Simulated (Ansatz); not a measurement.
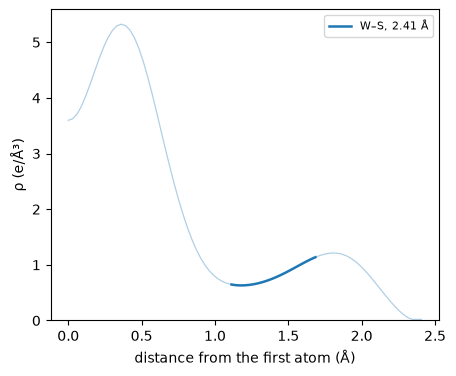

The picture shows: WS2 (slab). Valence pseudo-density along straight lines between neighbouring atoms. Thin, pale parts lie inside the atomic spheres.

These are results of DFT PBE+D3(BJ), scalar-relativistic, plane waves, PAW in Ansatz 0.2.0, not measurements.

In a PAW calculation such maps are meaningful between the atoms, not at the nuclei.

Q: What can be read from the curves?

A: W–S (2.41 Å): ρ is about 0.63 e/Å³ halfway.
